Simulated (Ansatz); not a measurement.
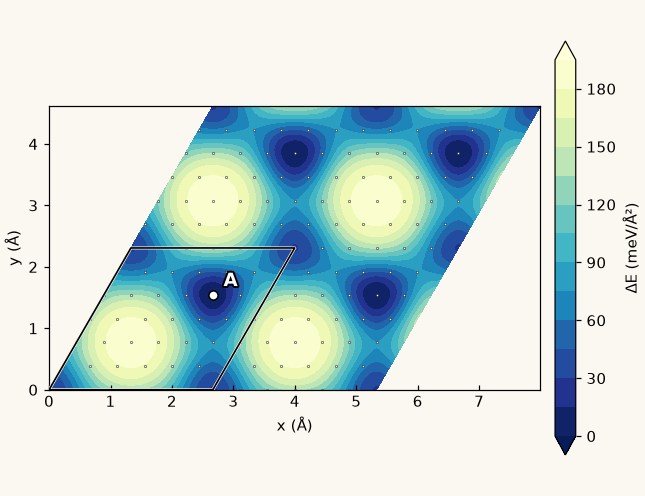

Ru (Fm-3m, No. 225; 6 atoms in the cell). 
- Gamma surface: rigid slide across a plane, one fault a cell; the plane is (1 1 1) of the conventional cell.
- Places are given modulo a cell vector. The map is drawn in real space over the plane of the slide.
- Nothing is relaxed (rigid halves, spacing across the cut fixed).
- Grid: 6 × 6 points; 10 points were computed and 26 follow by symmetry.
- Energies are in meV/Å², from the lowest grid point.
- The calculation used Ansatz, DFT PBEsol, scalar-relativistic, plane waves, PAW. Settings: cutoff 420 eV, k-mesh 19×19×4 in the order of the run's cell vectors, gaussian smearing 0.15 eV, no spin polarisation.

Drawn: filled contours, dots at the grid points, the outline of one cell of the 2 × 2 shown, one colour for all values above the top of the scale, the point A. Between grid points the surface is interpolated.

Find the lowest pass out of the well at A.

The easiest path leads from the well at (4/6, 4/6) of the cell vectors to the well at (0/6, 0/6) of the cell vectors, about 29 meV/Å² higher. Its highest point lies about 75 meV/Å² above the bottom of the first well on the interpolated surface, at (5/6, 2/6) of the cell vectors. Seen from the upper well the barrier is about 47 meV/Å². This is the barrier on the constrained surface; relaxing the other coordinates would change it.

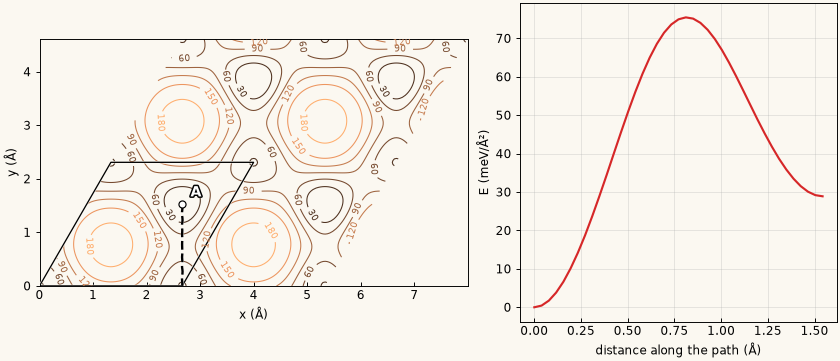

The picture shows contour lines labelled in meV/Å² (none above 210), a line along the lowest path, the outline of one cell of the 2 × 2 shown, the energy along the path at the right. Between grid points the surface is interpolated.
